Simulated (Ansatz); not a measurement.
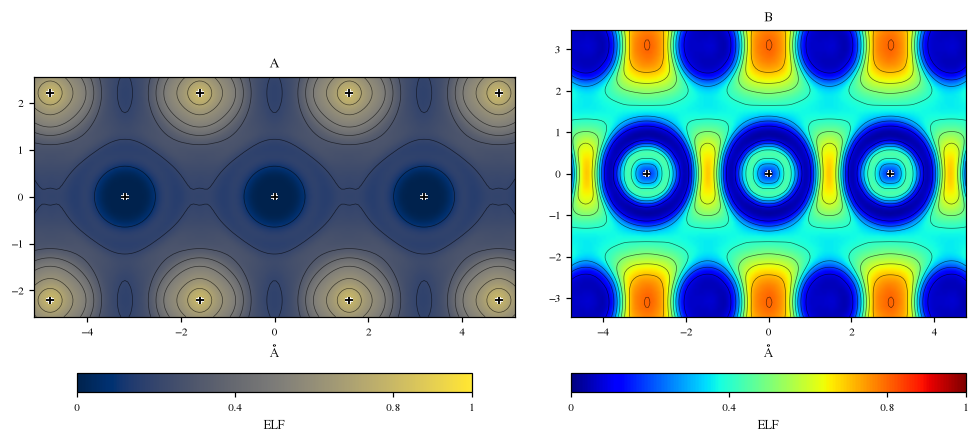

The ELF of 2 systems, each on a plane through atoms (crosses mark nuclei in the plane).

Theory: DFT PBE, scalar-relativistic, plane waves, PAW (Ansatz).

System 1: ZnAu, the (101̄) plane of the conventional cell. Space group P4/mmm; computed pressure about 5 GPa in this cell; computed without spin polarisation.

```
CELL_PARAMETERS angstrom
3.19011 0.00000 0.00000
0.00000 3.19011 0.00000
0.00000 0.00000 3.06251
ATOMIC_POSITIONS crystal
Zn 0.50000 0.50000 0.50000
Au 0.00000 0.00000 0.00000
```

System 2: Mg, the (010) plane of the conventional cell. Space group P6₃/mmc; computed pressure about 3 GPa in this cell.

```cif
data_structure
_symmetry_space_group_name_H-M 'P 1'
_symmetry_Int_Tables_number 1
_cell_length_a 2.9405
_cell_length_b 2.9405
_cell_length_c 6.2062
_cell_angle_alpha 90.000
_cell_angle_beta 90.000
_cell_angle_gamma 120.000
_cell_volume 46.47
loop_
_atom_site_label
_atom_site_type_symbol
_atom_site_fract_x
_atom_site_fract_y
_atom_site_fract_z
_atom_site_occupancy
Mg1 Mg 0.33333 0.66667 0.25000 1
Mg2 Mg 0.66667 0.33333 0.75000 1
```

Question: Which map belongs to which system?

Answer: Panel A is system 1, ZnAu: the plane holds Zn and Au. Zn–Au (2.73 Å): the ELF is about 0.25 at the midpoint: no shared electron pair shows on this line. Panel B is system 2, Mg: the plane holds Mg. Mg–Mg (2.94 Å): the ELF peaks at about 0.70 between the atoms.
